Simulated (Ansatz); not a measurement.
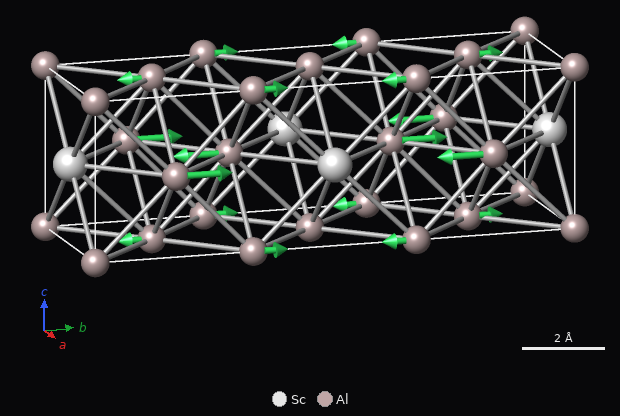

One vibrational mode of solid ScAl5 (a generated structure) at the zone centre. Displacements are drawn as green arrows; their common scale and sign are arbitrary. A ball-and-stick model of the conventional cell (2 times the calculation's cell), seen slightly off an axis. Lengths and directions refer to the drawn axes.

The calculation used DFT PBE, scalar-relativistic, plane waves, PAW (Ansatz). (plane-wave cutoff 420 eV; k-point mesh 10 × 10 × 10; occupations fermi dirac; smearing width 0.15 eV; no spin polarisation)

The frequencies depend somewhat on the k-mesh and the smearing.

> Give the symmetry, activity and frequency of this mode.

This is the A_g mode at 6.92 THz, optical level 9 of 15, counted from below, Raman-active by symmetry. The Sc and Al (2a) atoms stay at rest; all motion is along b; atoms of one kind move against one another, with no net shift of any sublattice.
